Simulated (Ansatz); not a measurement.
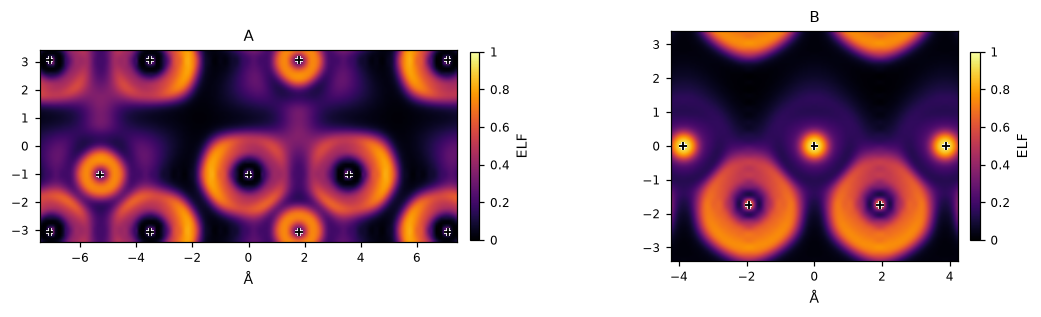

The electron localisation function of 2 systems, each on a plane through atoms (crosses mark nuclei in the plane).

Method: DFT, PBE, plane waves, PAW in Ansatz.

System 1: Te2Mo, the (110) plane of the conventional cell. Space group P6₃/mmc; a structure from a database of computed crystals, not necessarily the ambient phase; started from the database structure prototype, which need not be the ambient phase; computed without spin polarisation.

```
Te Mo
1.0
     3.54213    0.00000    0.00000
    -1.77107    3.06758    0.00000
     0.00000    0.00000   14.17628
Te Mo
4 2
Direct
  0.33333 0.66667 0.12340
  0.66667 0.33333 0.62342
  0.66667 0.33333 0.87660
  0.33333 0.66667 0.37658
  0.33333 0.66667 0.75001
  0.66667 0.33333 0.24999
```

System 2: CuI, the (010) plane of the conventional cell. Space group P4/nmm; a structure from a database of computed crystals, not necessarily the ambient phase; started from the database structure prototype, which need not be the ambient phase; changed on purpose from its base cell (hydrostatic strain -4.2%); computed pressure about 7 GPa in this cell; computed without spin polarisation.

```
Cu I
1.0
     3.88561    0.00000    0.00000
     0.00000    3.88561    0.00000
     0.00000    0.00000    6.08043
Cu I
2 2
Cartesian
  1.9428 1.9428 0.0000
  0.0000 0.0000 0.0000
  1.9428 0.0000 1.7372
  0.0000 1.9428 4.3432
```

Question: Which map belongs to which system?

Answer: Panel A is system 1, Te2Mo: the plane holds Te and Mo. Te–Mo (2.72 Å): the ELF is about 0.55 at the midpoint. Panel B is system 2, CuI: the plane holds Cu and I. Cu–I (2.61 Å): the ELF is about 0.50 at the midpoint.
